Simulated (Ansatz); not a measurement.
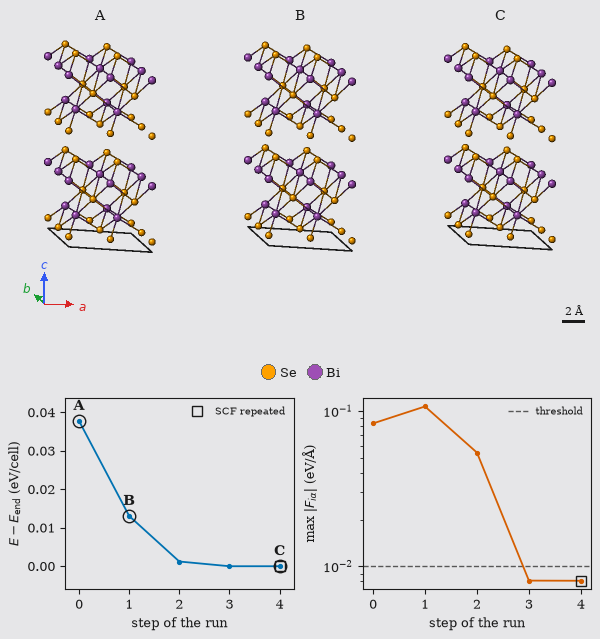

Frames of a constrained relaxation of a slab of composition Bi2Se3, marked on the history of the run. The picture is a ball-and-stick view of the 2 × 2 repeat of the cell, outlined in the plane, without the vacuum, seen slightly off an axis.

Case: bilayer, upper layer shifted by (0, 0).

Theory: DFT PBE+D3(BJ), scalar-relativistic, plane waves, PAW in Ansatz.

Input
```yaml
crystal:
  lattice:
    - [4.124344546, 0.0, 0.0]
    - [-2.062172273, 3.5717871508, 0.0]
    - [0.0, 0.0, 60.741106287]
  atoms:
    - { symbol: Se, position: [0.0, 0.0, 0.3570115511] }
    - { symbol: Bi, position: [0.3333333333, 0.6666666667, 0.3830189076] }
    - { symbol: Se, position: [0.6666666667, 0.3333333333, 0.4149235402] }
    - { symbol: Bi, position: [0.0, 0.0, 0.4468281729] }
    - { symbol: Se, position: [0.3333333333, 0.6666666667, 0.4728355293] }
    - { symbol: Se, position: [0.0, 0.0, 0.5271644707] }
    - { symbol: Bi, position: [0.3333333333, 0.6666666667, 0.5531718271] }
    - { symbol: Se, position: [0.6666666667, 0.3333333333, 0.5850764598] }
    - { symbol: Bi, position: [0.0, 0.0, 0.6169810924] }
    - { symbol: Se, position: [0.3333333333, 0.6666666667, 0.6429884489] }
  periodic: [true, true, false]
basis:
  ecutwfc: 420
kpoints:
  mp_grid: { grid: [12, 12, 1] }
  band_path:
    path:
      - [0, 0, 0]
      - [0.5, 0, 0]
      - [0.3333333333333, 0.3333333333333, 0]
      - [0, 0, 0]
    npoints: 8
hamiltonian:
  xc: pbe
  dispersion: d3bj
scf:
  occupations: { method: gaussian, width: 0.02 }
output:
  forces: true
  stress: true
  eigenvalues: true
  write_density: true
  write_potential: true
  elf: true
  volumetric_format: npy
relax:
  adjacent_minimum: "off"
  f_tol: 0.01
  max_steps: 50
  constraints: [{ sites: [0, 5], fix: xy }]
```

Command:
```bash
ansatz run input.yaml --threads 4 --pin off --max-ram 10240MiB --backend cpu --events-out ev --progress --plain --runs-dir out
```

**What happens along the run?**

The largest moves relative to the layer's centre, 0.24 Å, are those of Se1, Bi2, Bi9 and Se10. Se1 goes along the normal (+c). Largest moves by element: Se 0.24 Å, Bi 0.24 Å. The cell doesn't change. Near-neighbour distances that change, for instance: Bi7–Se8 3.070 → 3.065 Å. Over 3 accepted moves (4 points after the start) the energy falls by 37.8 meV per cell of the calculation. The largest force component goes from 0.083 to 0.0081 eV/Å. 1 step only repeated the SCF at the same geometry. From step 0 to 1: Se atoms move most (0.19 Å), energy −24.7 meV per cell of the calculation. From step 1 to 4: Se atoms move most (0.12 Å), energy −13.1 meV per cell of the calculation.
